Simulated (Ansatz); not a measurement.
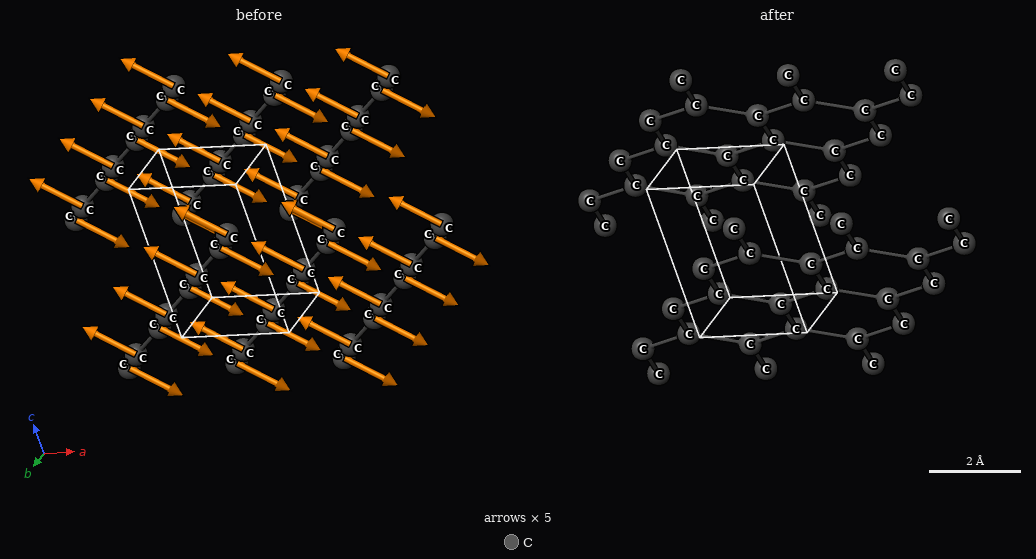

The structure of a crystal of C (set up in P-1) before (left) and after (right) a relaxation, at one scale. The orange arrows give the displacements, 5 times their true length.

The picture is a ball-and-stick view of the cell of the calculation, reduced to other axes, repeated 3 × 4 × 2 with one cell outlined, seen from a free direction. Lengths and directions refer to the drawn axes.

Case: all atoms moved at random, sigma 0.4 Å for each component, cell strained at random, sigma 0.01; relaxed back.

Computed with DFT LDA, scalar-relativistic, plane waves, PAW (Ansatz 0.2.0).

Input file:
```yaml
crystal:
  lattice:
    - [1.2340257742, 0.7073000252, 3.2902288568]
    - [-1.2280929087, 0.691979821, 3.2913057702]
    - [-0.0103012533, -1.4155018856, 3.2942306576]
  atoms:
    - { symbol: C, position: [0.1969607982, 0.0366801627, 0.2321789326] }
    - { symbol: C, position: [0.8030392018, 0.9633198373, 0.7678210674] }
basis:
  ecutwfc: 420
kpoints:
  mp_grid: { grid: [12, 12, 12] }
hamiltonian:
  xc: lda
scf:
  occupations: { method: gaussian, width: 0.05 }
output:
  forces: true
  stress: true
  eigenvalues: true
relax:
  adjacent_minimum: "off"
  f_tol: 0.01
  max_steps: 80
```

Command:
```bash
ansatz run input.yaml --threads 2 --pin off --max-ram 5120MiB --backend cpu --events-out ev --progress --plain --runs-dir out
```

Question: What changed between the two?

Answer: The largest moves, 0.28 Å, are those of C1 and C2. C1 goes along [−3 −1 1]. The cell doesn't change. Among the contacts that change: C1–C2 1.927 → 1.413 Å, C1–C2 (another image) 1.181 → 1.412 Å, C1–C2 (another image) 1.353 → 1.423 Å. New bonds form: C1–C2 (1.93 → 1.41 Å). Among the angles between lasting bonds that change: C2–C1–C2 152.2° → 120.4°. The space group stays P-1 (No. 2). After 4 geometry steps the energy has fallen by 3.659 eV per cell of the calculation. The largest force component goes from 11 to 0.00031 eV/Å.
